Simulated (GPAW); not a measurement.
The calculation's input:

```
import numpy as np
from ase import Atoms
from ase.dft.bandgap import bandgap
from ase.io import write
from ase.units import Bohr, GPa
from gpaw import GPAW, PW, setup_paths
from gpaw.elf import elf_from_dft_calculation
from gpaw.spinorbit import soc_eigenstates

setup_paths.insert(0, '.')

atoms = Atoms(['Cd', 'S'],
              cell=[[0.0, 2.753244, 2.753244],
                    [2.753244, 0.0, 2.753244],
                    [2.753244, 2.753244, 0.0]],
              scaled_positions=[[0.0, 0.0, 0.0],
                                [0.5, 0.5, 0.5]],
              pbc=True)

calc = GPAW(mode=PW(600),
            xc='PBEsol',
            kpts={'size': (6, 6, 6), 'gamma': True},
            occupations={'name': 'fermi-dirac', 'width': 0.05},
            nbands=18,
            convergence={'density': 1e-05, 'energy': 1e-05},
            maxiter=150,
            txt='gpaw.txt')
atoms.calc = calc
energy = atoms.get_potential_energy()
forces = atoms.get_forces()
stress = atoms.get_stress()
calc.write('gs.gpw')
write('result.traj', atoms)
print(f'Energy: {energy:.6f} eV')
print('Forces (eV/A):')
print(forces.round(4))
print('Stress (GPa):', (stress / GPa).round(3))
print('Fermi level:', round(calc.get_fermi_level(), 4), 'eV')
print(f'Gap: {bandgap(calc)[0]:.4f} eV, direct: {bandgap(calc, direct=True)[0]:.4f} eV')

# fields on the real-space grid
write('density.cube', atoms, data=calc.get_pseudo_density() * Bohr**3)
write('potential.cube', atoms, data=calc.get_electrostatic_potential())
write('elf.cube', atoms, data=elf_from_dft_calculation(calc).data)

path = atoms.cell.bandpath('GXWKGLUWLK,UX', npoints=100, eps=1e-4)
bs_calc = calc.fixed_density(kpts=path, symmetry='off', nbands=29,
                             convergence={'bands': 'CBM+6.0', 'eigenstates': 1e-6}, txt='bands.txt')
bs = bs_calc.band_structure()
bs.write('bs.json')
print(f'Gap on the path: {bandgap(bs_calc)[0]:.4f} eV')

soc = soc_eigenstates(bs_calc, theta=90, phi=45)
np.savetxt('soc_bands.dat', soc.eigenvalues(), fmt='%.4f')
mesh = soc_eigenstates('gs.gpw', theta=90, phi=45)
np.savetxt('soc_mesh.dat', mesh.eigenvalues(), fmt='%.4f')
print('Fermi level with spin-orbit coupling:', round(mesh.fermi_level, 4), 'eV')
```

Launched as:

```sh
gpaw-setup -f PBEsol Cd S
OMP_NUM_THREADS=1 python run.py
```

Below, planes, directions and counts refer to the conventional cell (a = 5.51 Å, b = 5.51 Å, c = 5.51 Å, α = 90.00°, β = 90.00°, γ = 90.00°).

Space group Fm-3m; a structure from a database of computed crystals, not necessarily the ambient phase; computed pressure about −5 GPa in this cell.

All numbers below come from Kohn-Sham DFT of a periodic cell, PBEsol, PAW data sets made by gpaw-setup for the functional (GPAW).

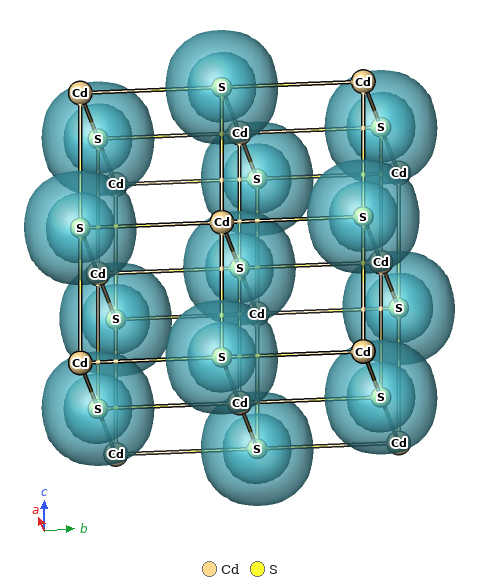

CdS. Isosurface of the electron localisation function at 0.75 (cyan), seen at an oblique angle. Only the valence region is drawn (cores and ρ < 0.01 e/Å³ removed). Sticks mark near contacts.

> Where are the electrons localised?

The surface consists of four regions wrapped around S (the valence shell of each), counted in one cell of 8 atoms. Any copies at cell faces, edges or corners count once.

Values along the shortest contacts:
Cd–S (2.75 Å): the ELF peaks at about 0.85 in the valence shell of S, 0.9 Å from its nucleus, and drops to about 0.15 between the two atoms.
